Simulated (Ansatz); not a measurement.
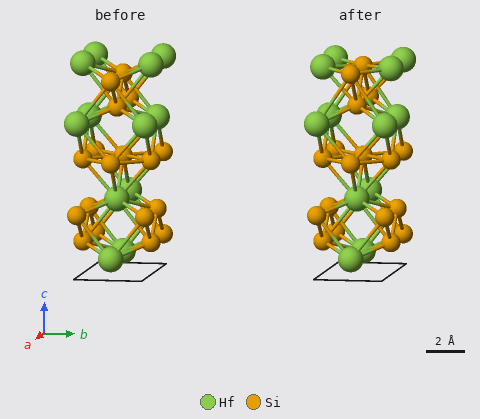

The structure of a slab of composition Hf$_{2}$Si$_{3}$ (cut from the Cmcm phase) before (left) and after (right) a constrained relaxation, at one scale.

A ball-and-stick model of the 2 × 1 repeat of the cell, outlined in the plane, without the vacuum, seen slightly off an axis.

Case: clean slab, lower half held. The slab is the (0 1 0) face of HfSi2. 4 atoms are held fixed.

The calculation used DFT PBEsol, scalar-relativistic, plane waves, PAW in Ansatz 0.2.0.

The input:
```yaml
crystal:
  lattice:
    - [3.6361020298, 0.0, 0.0]
    - [0.0, 3.6500013851, 0.0]
    - [0.0, 0.0, 27.1762398106]
  atoms:
    - { symbol: Hf, position: [0.75, 0.5, 0.3127732188] }
    - { symbol: Si, position: [0.25, 0.0, 0.3389092554] }
    - { symbol: Si, position: [0.75, 0.0, 0.3971653613] }
    - { symbol: Hf, position: [0.25, 0.5, 0.4233013979] }
    - { symbol: Si, position: [0.25, 0.0, 0.4998841432] }
    - { symbol: Si, position: [0.75, 0.5, 0.5001158568] }
    - { symbol: Hf, position: [0.75, 0.0, 0.5766986021] }
    - { symbol: Si, position: [0.25, 0.5, 0.6028346387] }
    - { symbol: Si, position: [0.75, 0.5, 0.6610907446] }
    - { symbol: Hf, position: [0.25, 0.0, 0.6872267812] }
basis:
  ecutwfc: 420
kpoints:
  mp_grid: { grid: [8, 8, 1] }
hamiltonian:
  xc: pbesol
scf:
  occupations: { method: gaussian, width: 0.1 }
output:
  forces: true
  eigenvalues: true
relax:
  adjacent_minimum: "off"
  f_tol: 0.03
  max_steps: 70
  constraints: [{ sites: [0, 1, 2, 3] }]
efield:
  axis: 3
  dipole_correction: true
  ramp_width: 0.04
```

Launched with:
```bash
ansatz run input.yaml --threads 2 --pin off --max-ram 5120MiB --backend cpu --events-out ev --progress --plain --runs-dir out
```

### Describe what moved and what it gained.

The atom that moves furthest is Si9 (0.40 Å along the normal (+c)). By element the largest moves are Si 0.40 Å, Hf 0.19 Å. The cell stays as it was. Among the contacts that change: Hf7–Si9 2.931 → 3.253 Å, Si8–Hf10 2.931 → 2.701 Å, Si8–Si9 2.411 → 2.610 Å, Hf7–Hf10 3.511 → 3.347 Å. Among the angles between lasting bonds that change: Si9–Hf10–Si9 149.2° → 174.8°, Si8–Hf10–Si9 102.5° → 116.4°, Si8–Hf10–Si8 77.0° → 85.0°. The energy falls by 0.266 eV per cell of the calculation in 5 accepted moves (7 points after the start). Largest force component: 1.2 eV/Å at the start, 0.014 eV/Å at the end. The line search rejected the trial step at point 4 of the run. 1 step only repeated the SCF at the same geometry.
